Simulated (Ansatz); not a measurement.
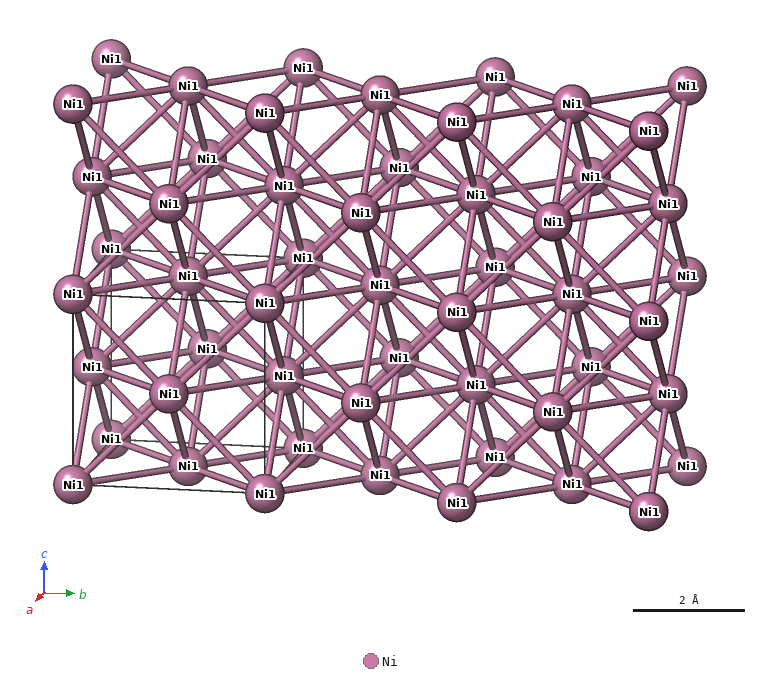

**Figure 1.** The structure (ball-and-stick view of the cell 4 times as large as that of the calculation, set on its symmetry axes, repeated 1 × 3 × 2, seen slightly off an axis; atoms are numbered from 1 in the order of the input). Near neighbours in the crystal (not all of them lie inside the picture): Ni has 12 Ni at 2.51 Å.

# Run report: Ni, single-point calculation

The run: single-point calculation of Ni (Fm-3m, 1 atom in the cell). Method and program: DFT, r2SCAN, plane waves, PAW, no spin polarisation (Ansatz 0.2.0).

The structure derives from an entry of the Crystallography Open Database. Some settings of this run were made unusual or wrong on purpose. Figures and captions count atoms from 1; the log counts them from 0 in places.

## Output
```
Engine: ansatz 0.2.0, aarch64-unknown-linux-gnu
Pseudopotentials: kind: paw
Pseudopotential: Ni, paw, valence charge 18, recommended cutoff 500 eV (meta_gga), Ni.paw.azcp
Functional definition: r2SCAN
  parameter k0 = 0.174
  parameter k1 = 0.065
  parameter a1 = 4.9479
  exchange = r2scan_x(k0 = k0, k1 = k1, a1 = a1)
  correlation = r2scan_c
Crystal: 1 atoms, lattice volume = 11.197 Å³
Basis set: ecut = 500 eV, 283 PW (Γ), exchange–correlation on 80×80×80 points (64 copies of the dense FFT grid, shifted against one another)
Bands: 13, of which v1, the nominal top of the filled ones, is band 9 counted from 1 (8 counted from 0)
Symmetry: 48 space group operations
Space group: Fm-3m (ITA 225), of the structure as read, at distance tolerance 2.2e-5 Å
k-points: 84 of 2197
Non-local potential: Ni, projectors of the file, l = 0: 3, l = 1: 2, l = 2: 3, l = 3: 1
PAW form: soft (Blöchl's): semilocal exchange-correlation on the pseudo side does not see the compensation charge
PAW frozen core: Ni, regenerated for the run's functional (the file was generated under x = pbe(κ = 0.804, μ = 0.2195149727645171), c = pbe(β = 0.06672455060314922))
PAW one-centre angular grid: Ni, 590 points (default); XC on 160 Gauss nodes
Initial density: superposition of atomic densities (neutral atoms: chi_scale 0, normalization atom), corrected by the library's trained network
Initial wavefunctions: pseudopotential atomic-orbital guess
Functional: x = r2scan, c = r2scan; τ floored in thin density (d = 2e-4 eV/Å³)
SCF iter   1: F=—  HF=-5845.077430 eV  |F-HF|=—  |Δ(HF+E_count)|=         —  Δρ=1.85e-2  dr2=1.95e-2  dr2_τ=2.79e-2  ethr=1.77e-3  ⟨swp⟩=4.4  Hψ=5131  notcnv=0
preconditioner: auto → none  [metal: Δε(μ)=0.025 eV  Ē_g=14.873 eV  σ=0.500 eV  W_gap=0.03  n_scr=0 (ndim 8)  ℏωp=35.1 eV  f_vac=0.000  D(μ)=2.47/eV (n_scr^D=58)]
SCF iter   2: F=—  HF=-5845.126866 eV  |F-HF|=—  |Δ(HF+E_count)|=   4.94e-2  S|Δr|=    0.00e0  Δρ=9.69e-3  dr2=3.96e-3  dr2_τ=2.74e-4  ethr=1.08e-4  ⟨swp⟩=2.2  Hψ=2565  notcnv=0
SCF iter   3: F=—  HF=-5845.126536 eV  |F-HF|=—  |Δ(HF+E_count)|=   3.30e-4  S|Δr|=    0.00e0  Δρ=1.02e-2  dr2=6.24e-3  dr2_τ=3.75e-5  ethr=2.20e-5  ⟨swp⟩=2.0  Hψ=1802  notcnv=0
SCF iter   4: F=—  HF=-5845.126026 eV  |F-HF|=—  |Δ(HF+E_count)|=   5.10e-4  S|Δr|=    0.00e0  Δρ=3.41e-3  dr2=7.41e-4  dr2_τ=3.19e-6  ethr=2.20e-5  ⟨swp⟩=2.1  Hψ=1587  notcnv=0
SCF iter   5: F=—  HF=-5845.125972 eV  |F-HF|=—  |Δ(HF+E_count)|=   5.34e-5  S|Δr|=    0.00e0  Δρ=2.74e-3  dr2=4.85e-4  dr2_τ=3.08e-6  ethr=4.11e-6  ⟨swp⟩=1.0  Hψ=1260  notcnv=0
SCF iter   6: F=—  HF=-5845.125901 eV  |F-HF|=—  |Δ(HF+E_count)|=   7.09e-5  S|Δr|=    0.00e0  Δρ=5.50e-4  dr2=2.04e-5  dr2_τ=2.78e-7  ethr=2.69e-6  ⟨swp⟩=1.5  Hψ=1263  notcnv=0
SCF iter   7: F=—  HF=-5845.125890 eV  |F-HF|=—  |Δ(HF+E_count)|=   1.14e-5  S|Δr|=    0.00e0  Δρ=9.14e-5  dr2=6.45e-7  dr2_τ=9.69e-9  ethr=1.13e-7  ⟨swp⟩=2.1  Hψ=1556  notcnv=0
SCF iter   8: F=-5845.125890 eV  HF=-5845.125890 eV  |F-HF|=2.50e-8  |Δ(HF+E_count)|=   5.07e-8  S|Δr|=    0.00e0  Δρ=2.31e-5  dr2=3.86e-8  dr2_τ=1.84e-10  ethr=5.56e-10  ⟨swp⟩=3.9  Hψ=4635  notcnv=0
SCF 1 converged in 8 iterations: F = -5845.125890 eV  dr2 = 3.86e-8
  greatest PAW one-centre occupation: 1.001 electrons in one spin orbital (limit 2), on the Ni atom at site 0 (counted from 0), in its partial waves of l = 1
```

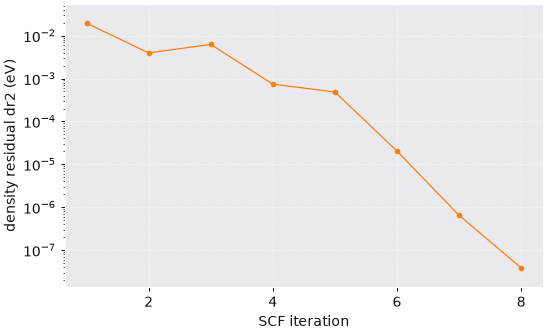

**Figure 2.** Convergence of the self-consistent field: density residual dr2 against the SCF iteration. The residual falls almost steadily, with no more than small rises.

```
SCF converged after 8 iterations
Stability not checked: this state was not tested for a lower state beside it, because cold or Methfessel-Paxton smearing, or corrected tetrahedra, fill the levels in a way that the test cannot read (fill_not_monotonic; see scf.lower_state_search)
Free energy (F): -5845.125890 eV
Harris-Foulkes:  -5845.125890 eV  (|F-HF|=2.50e-8)
Internal energy: -5845.144739 eV  (E = F + TS)
E sigma→0 (E₀):  -5845.132173 eV
Entropy (-TS):   0.018849 eV (18.849 meV/atom)
Fermi energy:    17.141592 eV
--- Per-component energies (eV) ---
  E_band       = -319.703872
  E_kinetic    = 281.568222
  E_local      = -3492.748093  (includes V_loc(G=0)·N_el)
  E_nonlocal   = 641.270134
  E_hartree    = 1460.002189
  E_xc         = -78.236496
  E_vxc        = -116.083621  (∫ρ·V_xc dr)
  E_paw        = -1645.042315  (= ΣΔE_a)
  E_vpaw       = -562.309927  (= ΣTr[D̂ρ^β])
  E_aug_tail   = 0.000216  (compensation charges beyond the density's cutoff)
  E_vtau       = 8.579576  (kinetic-family band-sum trace: ∫τ·v_τ [+ j·A + Jᵃ·Aᵃ] dr)
  E_ewald      = -3011.658527
  E_core_change = -0.300069  (= ΣΔE_core)
  E_smearing   = 0.018849  (= −TS)
  E_closure    = -0.000000  (closes the sum)
  Σ components = -5845.125890   (vs F -5845.125890, Δ=0.00e0)
--- Forces (eV/Å), atoms counted from 1 ---
  atom   1  Ni     0.00000000    -0.00000000    -0.00000000
  max |Σ_I F_I| component: 4.31e-32 eV/Å
--- Stress (GPa, compression-positive) ---
      -15.101669      -0.000000      -0.000000
        0.000000     -15.101669       0.000000
       -0.000000       0.000000     -15.101669
  P = ⅓ Tr σ = -15.1017 GPa (-151.017 kbar)
```

The run was set up as follows.

## Input file
```yaml
crystal:
  lattice:
    - [0.0, 1.77565, 1.77565]
    - [1.77565, 0.0, 1.77565]
    - [1.77565, 1.77565, 0.0]
  atoms:
    - { symbol: Ni, position: [0.0, 0.0, 0.0] }
hamiltonian:
  xc: r2scan
  pseudopotentials: { kind: paw }
basis:
  ecutwfc: 500
kpoints:
  mp_grid: { grid: [13, 13, 13] }
scf:
  occupations: { method: cold, width: 0.5 }
  lower_state_search: "off"
  max_iter: 70
output:
  forces: true
  stress: true
```

Launch command:
```bash
ansatz run input.yaml --threads 2 --pin off --max-ram 5120MiB --backend cpu --events-out ev --progress --plain --runs-dir out
```

## Outcome

| quantity | value |
| --- | --- |
| outcome | converged |
| space group (tolerance 0.01 Å) | Fm-3m (225) |
| electrons treated | 18 |
| free energy | −5845.1259 eV |
| Fermi energy | 17.142 eV |
| pressure | −15.10 GPa |
| largest force (length of the vector) | under 0.001 eV/Å |
| hardware | 2 threads of Arm Neoverse V1, 24 GiB of memory available, shared host |
| wall time | 1.2 s (CPU time 2.2 s) |
| peak memory | 0.27 GiB |

Some settings of this run were drawn to be unusual or wrong. It converged; results that depend on the unusual settings are not reference values.
